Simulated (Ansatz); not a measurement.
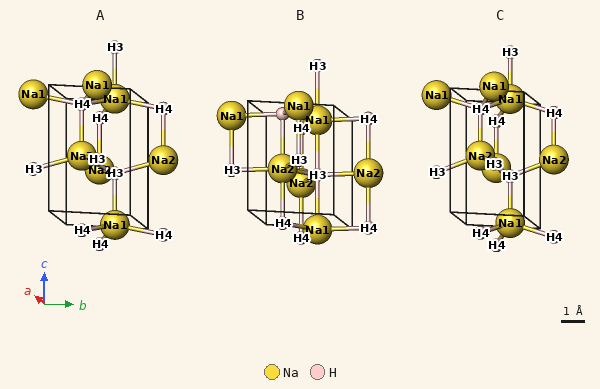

3 geometries from one relaxation of solid NaH (built on the BeO-186 type type), in shuffled order. The picture is a ball-and-stick view of the cell of the calculation, seen from a free direction.

These are results of DFT, PBEsol, plane waves, PAW (Ansatz), not measurements. Settings: plane-wave cutoff 420 eV; k-point mesh 9 × 9 × 4; occupations fermi dirac; smearing width 0.03 eV; no spin polarisation; cell and atoms relaxed; force threshold 0.01 eV/Å; at most 120 steps.

Question: Order the frames from highest to lowest energy.

Answer: C, A, B. They are steps 0, 4, 12, at +0.328 eV per cell of the calculation, +68.7 meV per cell of the calculation relative to the last. The energy falls by 0.328 eV per cell of the calculation in 10 accepted moves (12 points after the start). The largest force component goes from 0.03 to under 0.0001 eV/Å. The pressure goes from 6.72 to 0.01 GPa. The SCF was repeated twice at an unchanged geometry on a basis and grid sized afresh for the cell, which shifted the energy by 19.8 meV per cell of the calculation at most. The largest moves relative to the cell, 0.30 Å, are those of Na1, Na2, H3 and H4. Na1 goes along −c. By element the largest moves are Na 0.30 Å, H 0.30 Å. Cell: a = b 3.381 → 3.940 Å (+16.5 %), c 5.491 → 4.836 Å (−11.9 %). Volume +19.6 %. Near-neighbour distances that change, for instance: Na1–H3 3.420 → 2.418 Å, Na1–H3 (another image) 2.071 → 2.418 Å, Na1–H4 2.065 → 2.275 Å, Na1–Na2 3.369 → 3.320 Å. Among the angles between lasting bonds that change: H3–Na1–H4 109.1° → 90.0°, Na1–H3–Na2 109.1° → 90.0°, H4–Na1–H4 109.9° → 120.0°. The space group (tolerance 0.01 Å) goes from P6_3mc (No. 186) to P6_3/mmc (No. 194). Cost: 9.9 s on 2 threads of AMD EPYC 7R13 Processor (Zen 3), with other jobs on the host, peak memory 0.48 GiB.
